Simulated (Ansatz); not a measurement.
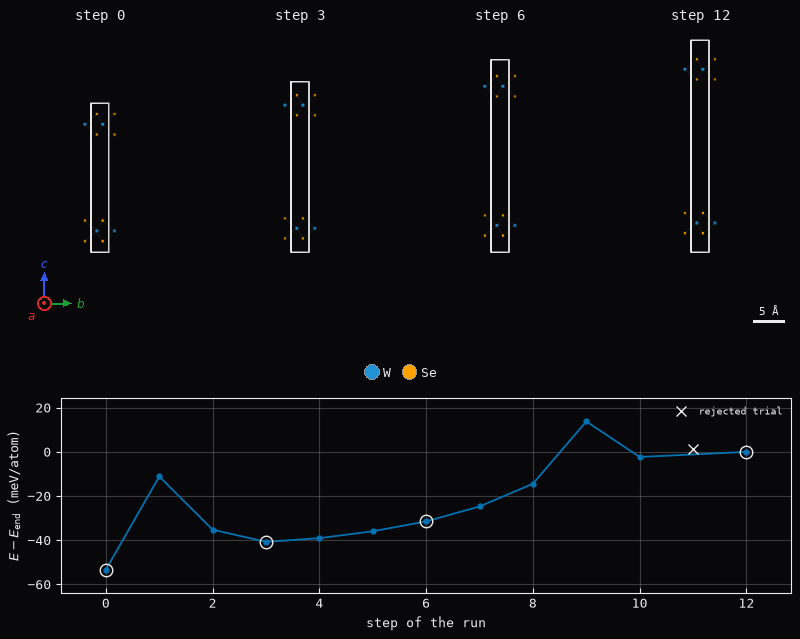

Frames of a relaxation of solid WSe₂ (set up in P-3m1), marked on the history of the run. Style: ball-and-stick. Shown: the cell of the calculation, along the a axis.

Case: relaxed at -2 GPa.

Level of theory: DFT r2SCAN, scalar-relativistic, plane waves, PAW in Ansatz. Set-up: plane-wave cutoff 500 eV; k-point mesh 12 × 12 × 2; occupations gaussian; smearing width 0.02 eV; target pressure -2 GPa; no spin polarisation; cell and atoms relaxed; force threshold 0.008 eV/Å; at most 50 steps.

Q: What happens along the run?

A: The run was cut off at its time limit before the program reported convergence, but its last step already meets the force threshold: the largest component is 0.0021 eV/Å against 0.008 eV/Å. The pressure is within 0.01 GPa of its target. The largest moves relative to the cell, 0.92 Å, are those of Se atoms. Largest moves by element: Se 0.92 Å, W 0.18 Å. The drawn cell changes as follows: a = b 3.336 → 3.389 Å (+1.6 %), c 24.237 → 34.447 Å (+42.1 %); the volume changes by +46.7 %. Bond angles that change, for instance: Se–W–Se 81.9° → 79.8°. The space group stays P-3m1 (No. 164). The energy rises by 53.3 meV per atom in 11 accepted moves (12 points after the start). With the target pressure of -2 GPa, the enthalpy E + pV changes by −174 meV per atom. Largest force component: 0.32 eV/Å at the start, 0.0021 eV/Å at the end. The pressure goes from −1.38 to −1.99 GPa. The line search rejected the trial step at point 11 of the run. Cost: 12 min on 1 thread of Arm Neoverse V2 (shared host), peak memory 1.2 GiB. From step 0 to 3: Se atoms move most (0.37 Å), volume +17.3 %, energy +12.6 meV per atom. From step 3 to 6: Se atoms move most (0.22 Å), volume +13.4 %, energy +9.3 meV per atom. From step 6 to 12: Se atoms move most (0.21 Å), volume +10.3 %, energy +31.5 meV per atom.

```csv
step,"E − E(0), meV/atom","largest force component, eV/Å","pressure, GPa","volume, Å³/atom",note
0,0.00,0.3230,-1.38,38.933,
1,42.16,0.8518,-0.55,42.992,
2,18.08,0.2899,-1.14,44.137,
3,12.56,0.0540,-1.28,45.676,
4,14.25,0.0711,-1.19,47.626,
5,17.36,0.1535,-1.04,49.673,
6,21.82,0.1503,-1.71,51.790,
7,28.58,0.1142,-1.77,53.890,
8,38.87,0.1428,-1.45,55.703,
9,67.06,0.1161,-2.48,58.100,
10,50.98,0.0161,-1.93,56.918,
11,54.80,0.0414,-1.99,57.220,rejected
12,53.29,0.0021,-1.99,57.108,
```

Limits of the set-up: layers or molecules are held without a dispersion correction, so their spacing is unreliable.
